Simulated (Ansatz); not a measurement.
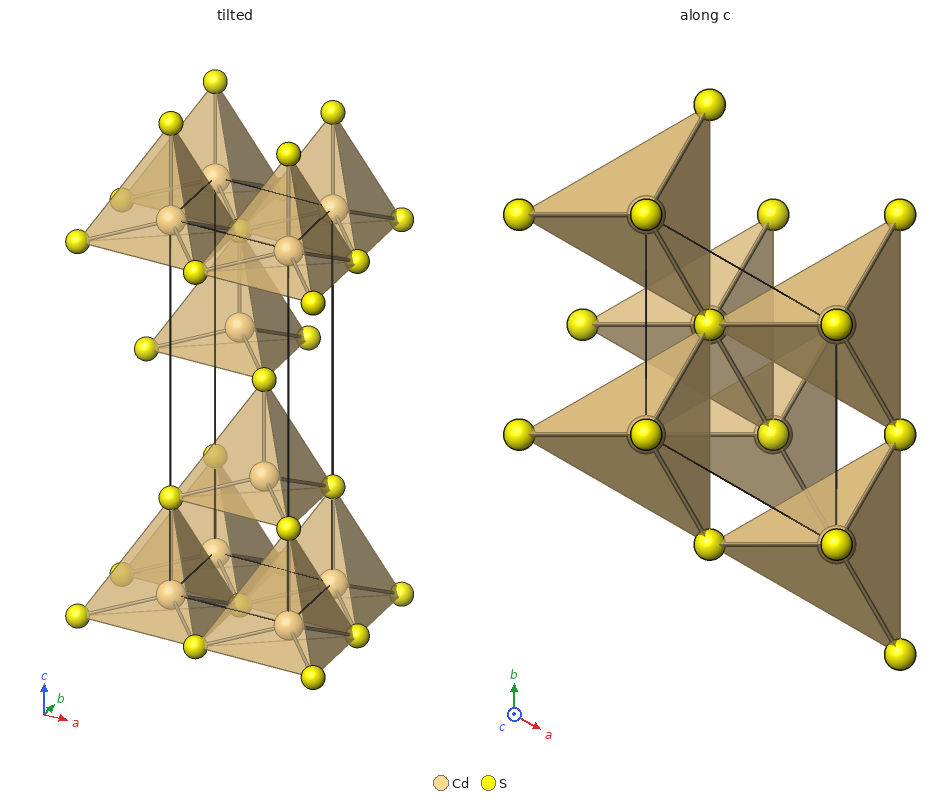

The figure gives a polyhedral picture of the atoms, viewed slightly off an axis and along the c axis. The conventional unit cell is drawn as a box. Some neighbours outside the box are added.

CdS, space group R3m (No. 160), a = 4.28 Å, b = 4.28 Å, c = 9.91 Å, α = 90.00°, β = 90.00°, γ = 120.00°.

Calculation details: DFT, r2SCAN with spin-orbit coupling, plane waves, PAW (Ansatz 0.2.0); 500 eV cutoff, k-points about 0.23 Å⁻¹ apart, Fermi-Dirac smearing of 0.02 eV, no moments seeded, so the run stays non-magnetic, spinor wavefunctions.

**How large a gap does the method give, if there is one?**

A semiconductor at this level, with a gap of 1.32 eV, direct.

**What is the pressure at this volume?**

The computed pressure is -2.0 GPa (stretched: it would shrink).

The model was built from a structure type filled with these elements by a generator (whether the compound takes this form wasn't checked). The cell was then strained or its atoms displaced on purpose. It went into a calculation with Ansatz.
